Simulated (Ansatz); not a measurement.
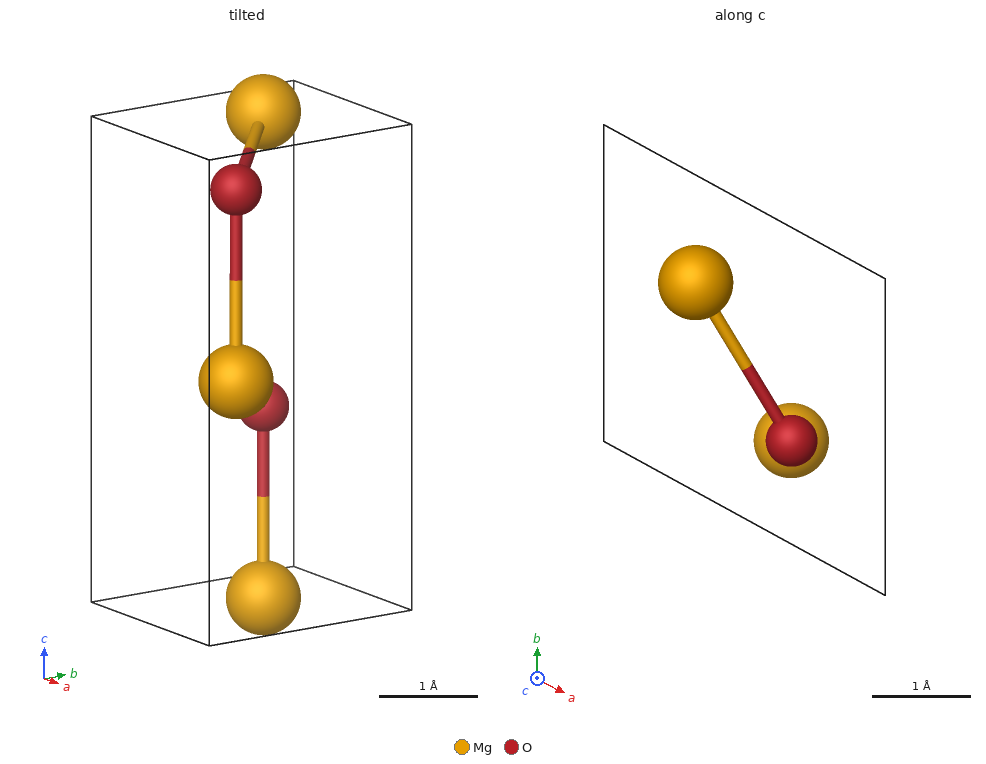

The image is a ball-and-stick drawing of a crystal, viewed slightly off an axis and along the c axis. The unit cell is drawn as a box.

MgO, a = 3.289 Å, b = 3.246 Å, c = 5.034 Å, α = 90.00°, β = 90.00°, γ = 118.71°. Strictly the space group is P2_1 (No. 4, within 0.01 Å). It is a distorted form of a primitive hexagonal structure, space group P6_3mc (No. 186) within 0.25 Å: wurtzite. The structure comes from a structure type filled with these elements by a generator (whether the compound takes this form wasn't checked). The cell was then strained or its atoms displaced on purpose. Ansatz was used for an electronic-structure calculation on it.

This one geometry was computed with Ansatz (DFT, plane waves, PAW) at three levels of theory: HSE06, r2SCAN and PBE. It was relaxed with r2SCAN and then strained.

> Which level gives the highest pressure at this volume, and what does that say about its equilibrium volume?

Highest: PBE (3.9 GPa), which points to the largest equilibrium volume. Lowest, with the smallest volume: HSE06 (0.0 GPa) and r2SCAN (0.0 GPa). Levels within 0.5 GPa of each other can't be told apart.

> How does the band gap change with the level of theory?

PBE: a gap of 3.55 eV, direct; r2SCAN: a gap of 4.22 eV, direct; HSE06: a gap of 5.16 eV, direct.

> Collect the results in a table.

| level | cutoff (eV) | k-mesh of the run's cell | gap (eV) | pressure (GPa) |
| --- | --- | --- | --- | --- |
| HSE06 | 420 | 6×6×4 | 5.16 | 0.0 |
| r2SCAN | 500 | 12×12×6 | 4.22 | 0.0 |
| PBE | 420 | 12×12×6 | 3.55 | 3.9 |

Gaps are taken on the k-mesh or band path of each run.
